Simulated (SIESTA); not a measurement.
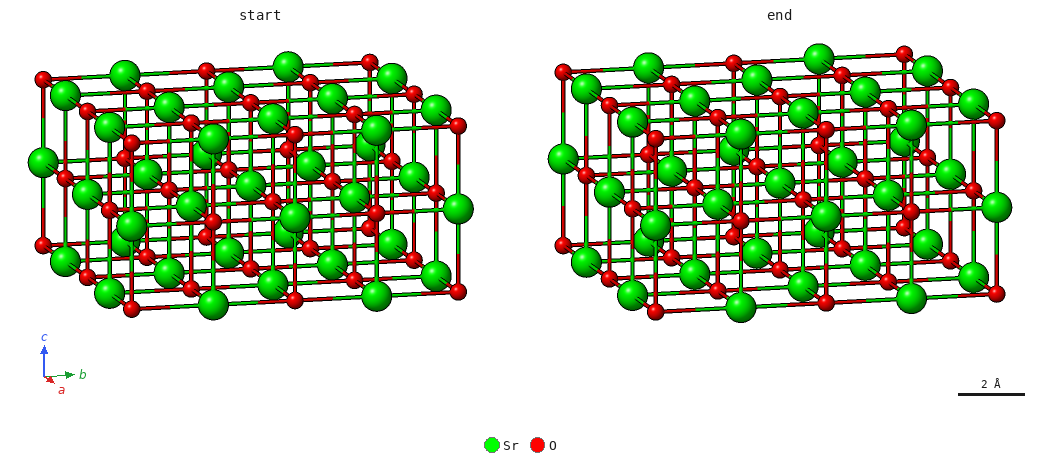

The structure of a crystal of SrO (set up in Fm-3m) before (left) and after (right) a relaxation, at one scale.

Style: ball-and-stick. Shown: the conventional cell (4 times the calculation's cell), repeated 2 × 2 × 1 with one cell outlined, slightly off an axis. Lengths and directions refer to the drawn axes.

The run lets cell and atoms move.

All numbers below come from Kohn-Sham DFT of a periodic cell, BLYP, Ansatz NC NC, numerical atomic orbitals (SIESTA).

Input file:
```
SystemName                      SrO
SystemLabel                     SrO
NumberOfSpecies                 2
NumberOfAtoms                   2
%block ChemicalSpeciesLabel
  1  38 Sr
  2   8 O
%endblock ChemicalSpeciesLabel

LatticeConstant                 1.0 Ang
%block LatticeVectors
     0.0000000000     2.5663000000     2.5663000000
     2.5663000000     0.0000000000     2.5663000000
     2.5663000000     2.5663000000     0.0000000000
%endblock LatticeVectors
AtomicCoordinatesFormat         Fractional
%block AtomicCoordinatesAndAtomicSpecies
     0.5000000000     0.5000000000     0.5000000000  1  Sr
     0.0000000000     0.0000000000     0.0000000000  2  O
%endblock AtomicCoordinatesAndAtomicSpecies

%block kgrid.MonkhorstPack
    7   0   0  0.0
    0   7   0  0.0
    0   0   7  0.0
%endblock kgrid.MonkhorstPack
XC.Functional                   GGA
XC.Authors                      BLYP
PAO.BasisSize                   TZP
PAO.EnergyShift                 0.002 Ry
Mesh.Cutoff                     1200 Ry
OccupationFunction              FD
ElectronicTemperature           0.05 eV
MaxSCFIterations                120
SCF.MustConverge                false
SCF.Mixer.Method                Pulay
SCF.Mixer.Weight                0.25
SCF.Mixer.History               8
SCF.DM.Tolerance                5.0e-05
SCF.H.Tolerance                 1.0e-03 eV
WriteForces                     true
Charge.Mulliken                 end
MD.TypeOfRun                    Broyden
MD.Steps                        40
MD.MaxForceTol                  0.01 eV/Ang
MD.MaxDispl                     0.1 Ang
WriteCoorStep                   true
AtomCoorFormatOut               Fractional
MD.VariableCell                 true
MD.MaxStressTol                 0.05 GPa
%block PAO.Basis
  Sr 4
  n=4 0 1
    4.032
  n=5 0 3
    9.500 0.000 0.000
  n=4 1 1
    4.810
  n=5 1 1
    9.500
%endblock PAO.Basis
```

Launched with:
```bash
siesta SrO.fdf > SrO.out 2>&1
```

Question: Summarise the run.

Answer: After 4 geometry steps the energy has fallen by 88.3 meV per atom. All forces vanish by symmetry, so only the cell relaxes. Pressure: 12.93 GPa at the start and 0.04 GPa at the end. The atoms keep their places relative to the cell (all moves are under 0.005 Å). The volume changes by +13.9 %, with a = b = c 5.133 → 5.361 Å (+4.4 %). Among the contacts that change: O–Sr 2.566 → 2.680 Å. The space group stays Fm-3m (No. 225). Cost: 4.1 min on 1 thread of Arm Neoverse V1, on a shared host, peak memory 0.47 GiB.
